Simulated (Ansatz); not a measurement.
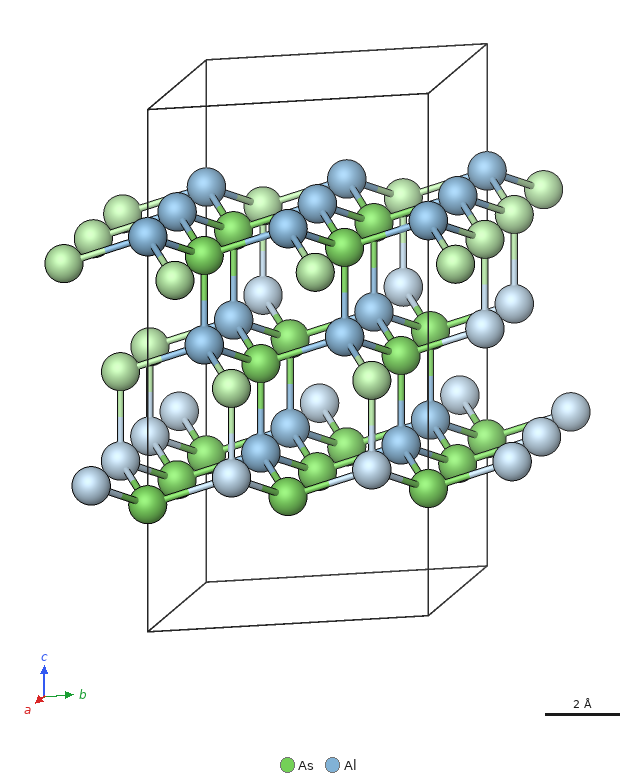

Fig. 1: The input geometry (ball-and-stick view of the 2 × 2 repeat of the cell, with the vacuum cut short, seen slightly off an axis; neighbours outside the cell are drawn fainter). An atom can appear more than once, as a periodic image.

**Geometry relaxation, with input and output: AlAs (part 1 of 2)**

System: AlAs (slab, 6 atoms in the cell).
Method: DFT PBEsol, scalar-relativistic, plane waves, PAW, no spin polarisation (Ansatz 0.2.0).

The structure derives from an entry of the Crystallography Open Database. The input holds or restrains some coordinates. Forces given for the steps count only the free coordinates. It belongs to a series of runs on one base structure; here: clean slab, lower half held.

### What the program printed
```
Engine: ansatz 0.2.0, x86_64-unknown-linux-gnu
Pseudopotentials: kind: paw
Pseudopotential: As, paw, valence charge 15, recommended cutoff 420 eV (normal), As.paw.azcp
Pseudopotential: Al, paw, valence charge 3, recommended cutoff 420 eV (normal), Al.paw.azcp
Functional definition: PBEsol
  exchange = pbesol_x
  correlation = pbesol_c
Crystal: 6 atoms, lattice volume = 339.823 Å³
Basis set: ecut = 420 eV, 6669 PW (Γ), exchange–correlation on 54×54×360 points (8 copies of the dense FFT grid, shifted against one another)
Bands: 33, of which v1, the nominal top of the filled ones, is band 27 counted from 1 (26 counted from 0)
Symmetry: 6 space group operations
Space group: P3m1 (ITA 156), of the structure as read, at distance tolerance 7.0e-5 Å
k-points: 12 of 81 (time reversal used)
Non-local potential: As, projectors of the file, l = 0: 2, l = 1: 2, l = 2: 3, l = 3: 1
Non-local potential: Al, projectors of the file, l = 0: 2, l = 1: 2, l = 2: 1
PAW form: soft (Blöchl's): semilocal exchange-correlation on the pseudo side does not see the compensation charge
PAW frozen core: As, regenerated for the run's functional, and the local potential with it (the file was generated under x = pbe(κ = 0.804, μ = 0.2195149727645171), c = pbe(β = 0.06672455060314922))
PAW frozen core: Al, regenerated for the run's functional, and the local potential with it (the file was generated under x = pbe(κ = 0.804, μ = 0.2195149727645171), c = pbe(β = 0.06672455060314922))
PAW one-centre angular grid: As, 590 points (default); XC on 64 Gauss nodes
PAW one-centre angular grid: Al, 110 points (default); XC on 64 Gauss nodes
Initial density: superposition of atomic densities (neutral atoms: chi_scale 0, normalization atom), corrected by the library's trained network
Initial wavefunctions: pseudopotential atomic-orbital guess
Functional: x = pbesol(κ = 0.804, μ = 0.12345679012345678), c = pbesol(β = 0.046)
SCF iter   1: F=—  HF=-16012.919290 eV  |F-HF|=—  |Δ(HF+E_count)|=         —  Δρ=5.32e-3  dr2=2.92e0  ethr=1.77e-3  p=0.155 e·Å  D=8.26e-2 V/Å  ΔV_dip=-2.01 eV  dr2_dipole=1.60e0  V_vac-E_F(+/−)=3.66/5.67 eV  ⟨swp⟩=8.4  Hψ=1927  notcnv=0
efield: sawtooth ramp at fractional position 0.9800 (placed from the atoms, in the widest stretch of the axis that holds none; the zero of the levels goes with the place), width 0.0400; the density the first Hamiltonian is built on has a dipole p = 0.155 e·Å; the dipole correction subtracts the counter field D = 8.26e-2 V/Å, which shifts the + side's vacuum level by -2.01 eV against the − side's; the planar-averaged density in the ramp window peaks in size at 3.2e-6 e/Å³
preconditioner: auto → Resta (q_TF=auto, 2.008 Å⁻¹)  ε∞=2.7  [insulator: Δε(μ)=0.224 eV  Ē_g=7.664 eV  σ=0.050 eV  W_gap=1.00  n_scr=56 (ndim 8)  ℏωp=9.9 eV  f_vac=0.546  D(μ)=0.01/eV (n_scr^D=0)  ε∞_Penn≈2.7  vacuum switching on, ρ_ref=4.3e-3 e/Å³]
SCF iter   2: F=—  HF=-16022.099344 eV  |F-HF|=—  |Δ(HF+E_count)|=    9.18e0  Δρ=4.53e-2  dr2=3.13e2  ethr=1.77e-3  p=0.627 e·Å  D=3.34e-1 V/Å  ΔV_dip=-8.14 eV  dr2_dipole=1.78e2  V_vac-E_F(+/−)=0.04/8.17 eV  ⟨swp⟩=4.7  Hψ=715  notcnv=0  defer=20  recentre
preconditioner: auto → LDOS  [insulator: Δε(μ)=0.124 eV  Ē_g=7.019 eV  σ=0.050 eV  W_gap=0.83  n_scr=56 (ndim 8)  ℏωp=9.8 eV  f_vac=0.546  D(μ)=1.34/eV (n_scr^D=6)  ε∞_Penn≈2.9  β→1.0]
SCF iter   3: F=—  HF=-16012.865250 eV  |F-HF|=—  |Δ(HF+E_count)|=    9.23e0  Δρ=3.65e-3  dr2=1.42e0  ethr=1.77e-3  p=0.168 e·Å  D=8.96e-2 V/Å  ΔV_dip=-2.18 eV  dr2_dipole=7.66e-1  V_vac-E_F(+/−)=3.58/5.76 eV  ⟨swp⟩=3.4  Hψ=667  notcnv=0  defer=17
SCF iter   4: F=—  HF=-16012.834172 eV  |F-HF|=—  |Δ(HF+E_count)|=   3.11e-2  Δρ=2.67e-3  dr2=4.86e-1  ethr=1.77e-3  p=0.192 e·Å  D=1.02e-1 V/Å  ΔV_dip=-2.49 eV  dr2_dipole=2.84e-1  V_vac-E_F(+/−)=3.42/5.91 eV  ⟨swp⟩=1.5  Hψ=500  notcnv=0  defer=12
SCF iter   5: F=—  HF=-16012.839750 eV  |F-HF|=—  |Δ(HF+E_count)|=   5.58e-3  Δρ=2.76e-3  dr2=4.40e-1  ethr=9.00e-4  p=0.175 e·Å  D=9.34e-2 V/Å  ΔV_dip=-2.28 eV  dr2_dipole=2.51e-1  V_vac-E_F(+/−)=3.49/5.77 eV  ⟨swp⟩=1.8  Hψ=443  notcnv=0  defer=13
SCF iter   6: F=—  HF=-16012.834947 eV  |F-HF|=—  |Δ(HF+E_count)|=   4.80e-3  Δρ=2.40e-3  dr2=3.66e-1  ethr=8.15e-4  p=0.181 e·Å  D=9.65e-2 V/Å  ΔV_dip=-2.35 eV  dr2_dipole=2.04e-1  V_vac-E_F(+/−)=3.48/5.83 eV  ⟨swp⟩=1.0  Hψ=383  notcnv=0  defer=13
SCF iter   7: F=—  HF=-16012.831549 eV  |F-HF|=—  |Δ(HF+E_count)|=   3.40e-3  Δρ=1.90e-3  dr2=2.35e-1  ethr=6.77e-4  p=0.180 e·Å  D=9.58e-2 V/Å  ΔV_dip=-2.33 eV  dr2_dipole=1.37e-1  V_vac-E_F(+/−)=3.46/5.80 eV  ⟨swp⟩=1.0  Hψ=383  notcnv=0  defer=13
SCF iter   8: F=—  HF=-16012.827727 eV  |F-HF|=—  |Δ(HF+E_count)|=   3.82e-3  Δρ=5.19e-4  dr2=5.78e-3  ethr=4.35e-4  p=0.184 e·Å  D=9.82e-2 V/Å  ΔV_dip=-2.39 eV  dr2_dipole=3.02e-3  V_vac-E_F(+/−)=3.44/5.83 eV  ⟨swp⟩=1.2  Hψ=386  notcnv=0  defer=13
SCF iter   9: F=—  HF=-16012.827484 eV  |F-HF|=—  |Δ(HF+E_count)|=   2.43e-4  Δρ=1.97e-4  dr2=3.46e-4  ethr=1.07e-5  p=0.185 e·Å  D=9.88e-2 V/Å  ΔV_dip=-2.41 eV  dr2_dipole=2.08e-5  V_vac-E_F(+/−)=3.44/5.84 eV  ⟨swp⟩=1.1  Hψ=397  notcnv=0  defer=13
SCF iter  10: F=—  HF=-16012.827410 eV  |F-HF|=—  |Δ(HF+E_count)|=   7.47e-5  Δρ=5.28e-5  dr2=1.26e-4  ethr=6.40e-7  p=0.186 e·Å  D=9.90e-2 V/Å  ΔV_dip=-2.41 eV  dr2_dipole=5.80e-5  V_vac-E_F(+/−)=3.44/5.85 eV  ⟨swp⟩=2.1  Hψ=533  notcnv=0  defer=13
SCF iter  11: F=-16012.827398 eV  HF=-16012.827406 eV  |F-HF|=7.80e-6  |Δ(HF+E_count)|=   4.03e-6  Δρ=1.48e-5  dr2=4.89e-6  ethr=4.17e-8  p=0.186 e·Å  D=9.89e-2 V/Å  ΔV_dip=-2.41 eV  dr2_dipole=2.45e-6  V_vac-E_F(+/−)=3.44/5.85 eV  ⟨swp⟩=20.6  Hψ=3706  notcnv=0
SCF 1 converged in 11 iterations: F = -16012.827398 eV  dr2 = 4.89e-6
  greatest PAW one-centre occupation: 0.999 electrons in one spin orbital (limit 2), on the As atom at site 0 (counted from 0), in its partial waves of l = 2
relax step   1: F+E_penalty+E_count = -16012.82739789 eV  Δ(F+E_penalty+E_count) = +0.000e0 eV  max|allowed force component| = 8.809e-1 eV/Å  Δτ_max = 0.0000 Å  (11 SCF iters, dr2 threshold 2.25e-5 eV, accepted)
Initial density: handed on by an earlier stage of this run
Initial wavefunctions: those handed on with the density
iter 1 solved again at ethr=1.61e-3 eV; its pass at ethr=3.10e-3 eV (dr2=8.67e-1 eV) is discarded
SCF iter   1: F=—  HF=-16012.902948 eV  |F-HF|=—  |Δ(HF+E_count)|=         —  Δρ=2.94e-3  dr2=8.08e-1  ethr=1.61e-3  p=0.186 e·Å  D=9.89e-2 V/Å  ΔV_dip=-2.41 eV  dr2_dipole=4.47e-1  V_vac-E_F(+/−)=3.34/5.75 eV  ⟨swp⟩=1.0  Hψ=1424  notcnv=0  defer=13
efield: sawtooth ramp at fractional position 0.9800 (handed on by an earlier solve), width 0.0400; the density the first Hamiltonian is built on has a dipole p = 0.186 e·Å; the dipole correction subtracts the counter field D = 9.89e-2 V/Å, which shifts the + side's vacuum level by -2.41 eV against the − side's; the planar-averaged density in the ramp window peaks in size at 3.8e-7 e/Å³
preconditioner: auto → LDOS  [insulator: Δε(μ)=0.148 eV  Ē_g=7.662 eV  σ=0.050 eV  W_gap=0.73  n_scr=56 (ndim 8)  ℏωp=9.9 eV  f_vac=0.550  D(μ)=1.85/eV (n_scr^D=6)  ε∞_Penn≈2.7  β→1.0]
SCF iter   2: F=—  HF=-16013.026070 eV  |F-HF|=—  |Δ(HF+E_count)|=   1.23e-1  Δρ=1.14e-2  dr2=1.12e1  ethr=1.50e-3  p=0.248 e·Å  D=1.32e-1 V/Å  ΔV_dip=-3.22 eV  dr2_dipole=6.62e0  V_vac-E_F(+/−)=3.09/6.30 eV  ⟨swp⟩=2.4  Hψ=491  notcnv=0  defer=14  recentre
SCF iter   3: F=—  HF=-16012.890660 eV  |F-HF|=—  |Δ(HF+E_count)|=   1.35e-1  Δρ=1.91e-3  dr2=3.55e-1  ethr=1.50e-3  p=0.190 e·Å  D=1.01e-1 V/Å  ΔV_dip=-2.47 eV  dr2_dipole=1.96e-1  V_vac-E_F(+/−)=3.35/5.82 eV  ⟨swp⟩=1.3  Hψ=489  notcnv=0  defer=15
SCF iter   4: F=—  HF=-16012.885404 eV  |F-HF|=—  |Δ(HF+E_count)|=   5.26e-3  Δρ=7.38e-4  dr2=3.22e-2  ethr=6.57e-4  p=0.195 e·Å  D=1.04e-1 V/Å  ΔV_dip=-2.53 eV  dr2_dipole=1.45e-2  V_vac-E_F(+/−)=3.33/5.85 eV  ⟨swp⟩=1.2  Hψ=392  notcnv=0  defer=16
SCF iter   5: F=—  HF=-16012.884576 eV  |F-HF|=—  |Δ(HF+E_count)|=   8.27e-4  Δρ=2.70e-4  dr2=3.63e-3  ethr=5.96e-5  p=0.196 e·Å  D=1.04e-1 V/Å  ΔV_dip=-2.54 eV  dr2_dipole=1.67e-3  V_vac-E_F(+/−)=3.33/5.88 eV  ⟨swp⟩=1.1  Hψ=389  notcnv=0  defer=16
SCF iter   6: F=—  HF=-16012.884491 eV  |F-HF|=—  |Δ(HF+E_count)|=   8.53e-5  Δρ=1.24e-4  dr2=9.19e-4  ethr=6.71e-6  p=0.196 e·Å  D=1.05e-1 V/Å  ΔV_dip=-2.55 eV  dr2_dipole=4.59e-4  V_vac-E_F(+/−)=3.34/5.89 eV  ⟨swp⟩=1.6  Hψ=405  notcnv=0  defer=16
SCF iter   7: F=—  HF=-16012.884469 eV  |F-HF|=—  |Δ(HF+E_count)|=   2.19e-5  Δρ=5.89e-5  dr2=2.07e-4  ethr=1.70e-6  p=0.196 e·Å  D=1.05e-1 V/Å  ΔV_dip=-2.55 eV  dr2_dipole=9.87e-5  V_vac-E_F(+/−)=3.34/5.89 eV  ⟨swp⟩=1.9  Hψ=432  notcnv=0  defer=16
SCF iter   8: F=-16012.884441 eV  HF=-16012.884463 eV  |F-HF|=2.20e-5  |Δ(HF+E_count)|=   5.64e-6  Δρ=1.76e-5  dr2=1.57e-5  ethr=8.98e-8  p=0.196 e·Å  D=1.05e-1 V/Å  ΔV_dip=-2.55 eV  dr2_dipole=7.29e-6  V_vac-E_F(+/−)=3.34/5.89 eV  ⟨swp⟩=19.4  Hψ=3395  notcnv=0
SCF 2 converged in 8 iterations: F = -16012.884441 eV  dr2 = 1.57e-5
relax step   2: F+E_penalty+E_count = -16012.88444148 eV  Δ(F+E_penalty+E_count) = -5.704e-2 eV  max|allowed force component| = 3.168e-1 eV/Å  Δτ_max = 0.0952 Å  (8 SCF iters, dr2 threshold 4.85e-5 eV, accepted)
SCF iter   1: F=—  HF=-16012.895071 eV  |F-HF|=—  |Δ(HF+E_count)|=         —  Δρ=1.42e-3  dr2=1.26e-1  ethr=2.58e-3  p=0.196 e·Å  D=1.05e-1 V/Å  ΔV_dip=-2.55 eV  dr2_dipole=6.26e-2  V_vac-E_F(+/−)=3.32/5.87 eV  ⟨swp⟩=3.1  Hψ=685  notcnv=0  defer=15
efield: sawtooth ramp at fractional position 0.9800 (handed on by an earlier solve), width 0.0400; the density the first Hamiltonian is built on has a dipole p = 0.196 e·Å; the dipole correction subtracts the counter field D = 1.05e-1 V/Å, which shifts the + side's vacuum level by -2.55 eV against the − side's; the planar-averaged density in the ramp window peaks in size at 4.1e-7 e/Å³
preconditioner: auto → LDOS  [metal: Δε(μ)=0.040 eV  Ē_g=7.633 eV  σ=0.050 eV  W_gap=0.39  n_scr=56 (ndim 8)  ℏωp=9.9 eV  f_vac=0.549  D(μ)=2.91/eV (n_scr^D=8)  β→1.0]
SCF iter   2: F=—  HF=-16012.896900 eV  |F-HF|=—  |Δ(HF+E_count)|=   1.83e-3  Δρ=1.81e-3  dr2=2.46e-1  ethr=2.34e-4  p=0.211 e·Å  D=1.12e-1 V/Å  ΔV_dip=-2.73 eV  dr2_dipole=1.42e-1  V_vac-E_F(+/−)=3.26/6.00 eV  ⟨swp⟩=2.2  Hψ=547  notcnv=0  defer=15
SCF iter   3: F=—  HF=-16012.892735 eV  |F-HF|=—  |Δ(HF+E_count)|=   4.17e-3  Δρ=3.73e-4  dr2=9.34e-3  ethr=2.34e-4  p=0.199 e·Å  D=1.06e-1 V/Å  ΔV_dip=-2.58 eV  dr2_dipole=5.29e-3  V_vac-E_F(+/−)=3.30/5.89 eV  ⟨swp⟩=1.6  Hψ=398  notcnv=0  defer=15
SCF iter   4: F=—  HF=-16012.892590 eV  |F-HF|=—  |Δ(HF+E_count)|=   1.44e-4  Δρ=5.95e-5  dr2=8.04e-5  ethr=1.73e-5  p=0.201 e·Å  D=1.07e-1 V/Å  ΔV_dip=-2.60 eV  dr2_dipole=1.70e-5  V_vac-E_F(+/−)=3.30/5.90 eV  ⟨swp⟩=1.1  Hψ=382  notcnv=0  defer=15
SCF iter   5: F=—  HF=-16012.892590 eV  |F-HF|=—  |Δ(HF+E_count)|=   8.45e-8  Δρ=1.99e-5  dr2=5.73e-6  ethr=1.16e-8  p=0.201 e·Å  D=1.07e-1 V/Å  ΔV_dip=-2.60 eV  dr2_dipole=1.83e-6  V_vac-E_F(+/−)=3.30/5.90 eV  ⟨swp⟩=19.2  Hψ=3813  notcnv=0
SCF iter   6: F=-16012.892582 eV  HF=-16012.892591 eV  |F-HF|=8.86e-6  |Δ(HF+E_count)|=   6.70e-7  Δρ=1.25e-5  dr2=5.91e-6  ethr=1.06e-8  p=0.201 e·Å  D=1.07e-1 V/Å  ΔV_dip=-2.60 eV  dr2_dipole=3.48e-6  V_vac-E_F(+/−)=3.30/5.90 eV  ⟨swp⟩=11.8  Hψ=3076  notcnv=0
SCF 3 converged in 6 iterations: F = -16012.892582 eV  dr2 = 5.91e-6
relax step   3: F+E_penalty+E_count = -16012.89258177 eV  Δ(F+E_penalty+E_count) = -8.140e-3 eV  max|allowed force component| = 2.839e-2 eV/Å  Δτ_max = 0.0458 Å  (6 SCF iters, dr2 threshold 6.27e-6 eV, accepted)
iter 1 solved again at ethr=1.23e-8 eV; its pass at ethr=3.10e-3 eV (dr2=6.62e-6 eV) is discarded
SCF iter   1: F=—  HF=-16012.892582 eV  |F-HF|=—  |Δ(HF+E_count)|=         —  Δρ=1.30e-5  dr2=6.62e-6  ethr=1.23e-8  p=0.201 e·Å  D=1.07e-1 V/Å  ΔV_dip=-2.60 eV  dr2_dipole=3.90e-6  V_vac-E_F(+/−)=3.30/5.90 eV  ⟨swp⟩=1.0  Hψ=1080  notcnv=0
efield: sawtooth ramp at fractional position 0.9800 (handed on by an earlier solve), width 0.0400; the density the first Hamiltonian is built on has a dipole p = 0.201 e·Å; the dipole correction subtracts the counter field D = 1.07e-1 V/Å, which shifts the + side's vacuum level by -2.60 eV against the − side's; the planar-averaged density in the ramp window peaks in size at 4.3e-7 e/Å³
preconditioner: auto → LDOS  [insulator: Δε(μ)=0.081 eV  Ē_g=7.623 eV  σ=0.050 eV  W_gap=0.61  n_scr=56 (ndim 8)  ℏωp=9.9 eV  f_vac=0.549  D(μ)=3.67/eV (n_scr^D=10)  ε∞_Penn≈2.7  β→1.0]
SCF iter   2: F=—  HF=-16012.892591 eV  |F-HF|=—  |Δ(HF+E_count)|=   8.72e-6  Δρ=1.04e-5  dr2=3.63e-6  ethr=1.23e-8  p=0.200 e·Å  D=1.07e-1 V/Å  ΔV_dip=-2.60 eV  dr2_dipole=1.89e-6  V_vac-E_F(+/−)=3.30/5.90 eV  ⟨swp⟩=2.0  Hψ=437  notcnv=0
SCF iter   3: F=—  HF=-16012.892591 eV  |F-HF|=—  |Δ(HF+E_count)|=   9.68e-8  Δρ=4.16e-6  dr2=6.76e-7  ethr=6.73e-9  p=0.200 e·Å  D=1.07e-1 V/Å  ΔV_dip=-2.60 eV  dr2_dipole=3.68e-7  V_vac-E_F(+/−)=3.30/5.90 eV  ⟨swp⟩=1.9  Hψ=392  notcnv=0
SCF iter   4: F=-16012.892590 eV  HF=-16012.892590 eV  |F-HF|=4.10e-8  |Δ(HF+E_count)|=   1.76e-9  Δρ=2.01e-6  dr2=5.64e-8  ethr=1.85e-10  p=0.200 e·Å  D=1.07e-1 V/Å  ΔV_dip=-2.60 eV  dr2_dipole=2.12e-9  V_vac-E_F(+/−)=3.30/5.90 eV  ⟨swp⟩=10.3  Hψ=2792  notcnv=0
SCF 4 converged in 4 iterations: F = -16012.892590 eV  dr2 = 5.64e-8
relax step   4: F+E_penalty+E_count = -16012.89259046 eV  Δ(F+E_penalty+E_count) = -8.685e-6 eV  max|allowed force component| = 2.896e-2 eV/Å  Δτ_max = 0.0000 Å  (4 SCF iters, accepted)
SCF iter   1: F=—  HF=-16012.893117 eV  |F-HF|=—  |Δ(HF+E_count)|=         —  Δρ=5.28e-4  dr2=2.26e-2  ethr=7.12e-4  p=0.200 e·Å  D=1.07e-1 V/Å  ΔV_dip=-2.60 eV  dr2_dipole=1.25e-2  V_vac-E_F(+/−)=3.29/5.89 eV  ⟨swp⟩=2.0  Hψ=643  notcnv=0  defer=15
efield: sawtooth ramp at fractional position 0.9800 (handed on by an earlier solve), width 0.0400; the density the first Hamiltonian is built on has a dipole p = 0.200 e·Å; the dipole correction subtracts the counter field D = 1.07e-1 V/Å, which shifts the + side's vacuum level by -2.60 eV against the − side's; the planar-averaged density in the ramp window peaks in size at 4.3e-7 e/Å³
preconditioner: auto → LDOS  [insulator: Δε(μ)=0.081 eV  Ē_g=7.635 eV  σ=0.050 eV  W_gap=0.55  n_scr=56 (ndim 8)  ℏωp=9.9 eV  f_vac=0.551  D(μ)=3.39/eV (n_scr^D=10)  ε∞_Penn≈2.7  β→1.0]
SCF iter   2: F=—  HF=-16012.893326 eV  |F-HF|=—  |Δ(HF+E_count)|=   2.08e-4  Δρ=5.81e-4  dr2=2.87e-2  ethr=4.19e-5  p=0.205 e·Å  D=1.09e-1 V/Å  ΔV_dip=-2.66 eV  dr2_dipole=1.66e-2  V_vac-E_F(+/−)=3.27/5.93 eV  ⟨swp⟩=1.0  Hψ=492  notcnv=0  defer=15
SCF iter   3: F=—  HF=-16012.892876 eV  |F-HF|=—  |Δ(HF+E_count)|=   4.49e-4  Δρ=1.42e-4  dr2=8.56e-4  ethr=4.19e-5  p=0.201 e·Å  D=1.07e-1 V/Å  ΔV_dip=-2.61 eV  dr2_dipole=4.76e-4  V_vac-E_F(+/−)=3.29/5.90 eV  ⟨swp⟩=1.0  Hψ=381  notcnv=0  defer=15
SCF iter   4: F=—  HF=-16012.892858 eV  |F-HF|=—  |Δ(HF+E_count)|=   1.81e-5  Δρ=2.18e-5  dr2=1.31e-5  ethr=1.59e-6  p=0.201 e·Å  D=1.07e-1 V/Å  ΔV_dip=-2.61 eV  dr2_dipole=4.94e-6  V_vac-E_F(+/−)=3.29/5.90 eV  ⟨swp⟩=1.3  Hψ=386  notcnv=0  defer=15
SCF iter   5: F=—  HF=-16012.892875 eV  |F-HF|=—  |Δ(HF+E_count)|=   1.70e-5  Δρ=9.24e-6  dr2=2.13e-6  ethr=2.43e-8  p=0.201 e·Å  D=1.07e-1 V/Å  ΔV_dip=-2.61 eV  dr2_dipole=9.43e-7  V_vac-E_F(+/−)=3.29/5.90 eV  ⟨swp⟩=2.0  Hψ=523  notcnv=0  defer=15
SCF iter   6: F=—  HF=-16012.892875 eV  |F-HF|=—  |Δ(HF+E_count)|=   9.58e-8  Δρ=4.17e-6  dr2=4.81e-7  ethr=3.95e-9  p=0.201 e·Å  D=1.07e-1 V/Å  ΔV_dip=-2.61 eV  dr2_dipole=1.86e-7  V_vac-E_F(+/−)=3.29/5.90 eV  ⟨swp⟩=1.5  Hψ=398  notcnv=0  defer=15
SCF iter   7: F=—  HF=-16012.892875 eV  |F-HF|=—  |Δ(HF+E_count)|=   9.10e-9  Δρ=1.85e-6  dr2=1.31e-7  ethr=8.91e-10  p=0.201 e·Å  D=1.07e-1 V/Å  ΔV_dip=-2.61 eV  dr2_dipole=5.74e-8  V_vac-E_F(+/−)=3.29/5.90 eV  ⟨swp⟩=2.5  Hψ=625  notcnv=0  defer=15
SCF iter   8: F=-16012.892875 eV  HF=-16012.892875 eV  |F-HF|=2.31e-8  |Δ(HF+E_count)|=   4.94e-9  Δρ=7.72e-7  dr2=1.99e-8  ethr=1.85e-10  p=0.201 e·Å  D=1.07e-1 V/Å  ΔV_dip=-2.61 eV  dr2_dipole=9.76e-9  V_vac-E_F(+/−)=3.29/5.90 eV  ⟨swp⟩=16.2  Hψ=2889  notcnv=0
SCF 5 converged in 8 iterations: F = -16012.892875 eV  dr2 = 1.99e-8
relax step   5: F+E_penalty+E_count = -16012.89287516 eV  Δ(F+E_penalty+E_count) = -2.847e-4 eV  max|allowed force component| = 3.800e-3 eV/Å  Δτ_max = 0.0216 Å  (8 SCF iters, accepted)
```
